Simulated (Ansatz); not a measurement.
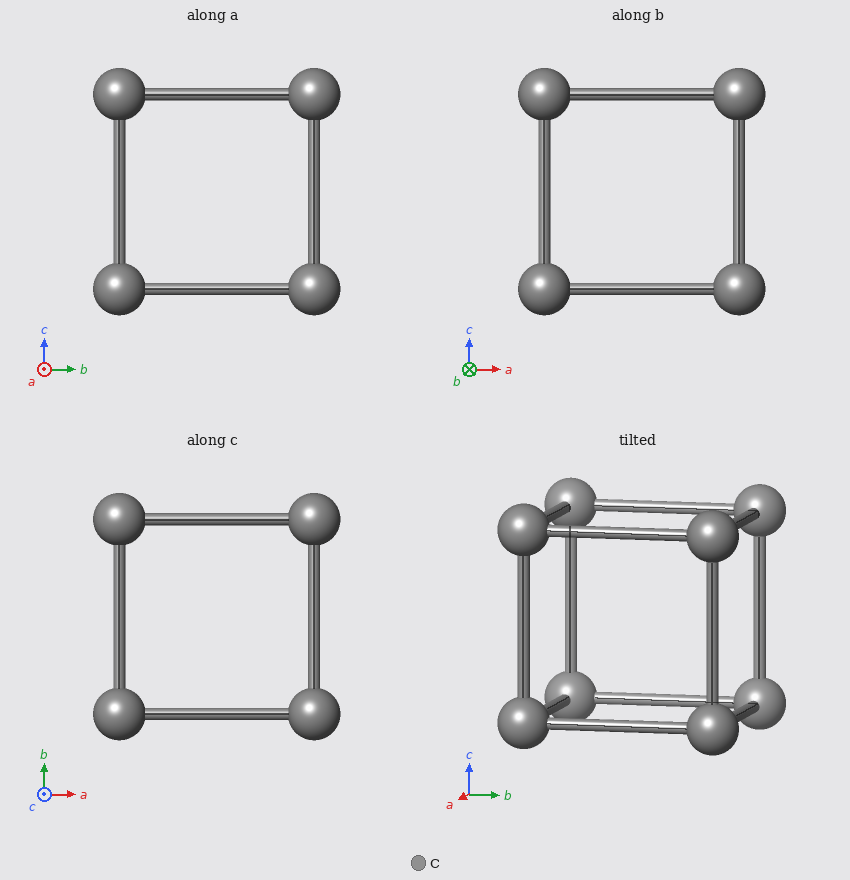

Structure drawing (ball-and-stick), viewed along the a axis, along the b axis, along the c axis and slightly off an axis. The lines enclose the conventional unit cell; boundary atoms appear with their images.

Lattice parameters: a = 1.770 Å, b = 1.770 Å, c = 1.770 Å, α = 90.00°, β = 90.00°, γ = 90.00°.

Convert the drawing into a table of Wyckoff sites.

Answer. Space group Pm-3m (No. 221).
```csv
atom,site,x,y,z
C,1a,0.0000,0.0000,0.0000
```

Provenance: a structure type filled with this element by a generator (whether the element takes this form wasn't checked). A relaxation with DFT, r2SCAN, plane waves (500 eV) with PAW, scalar-relativistic in Ansatz gave the geometry drawn.
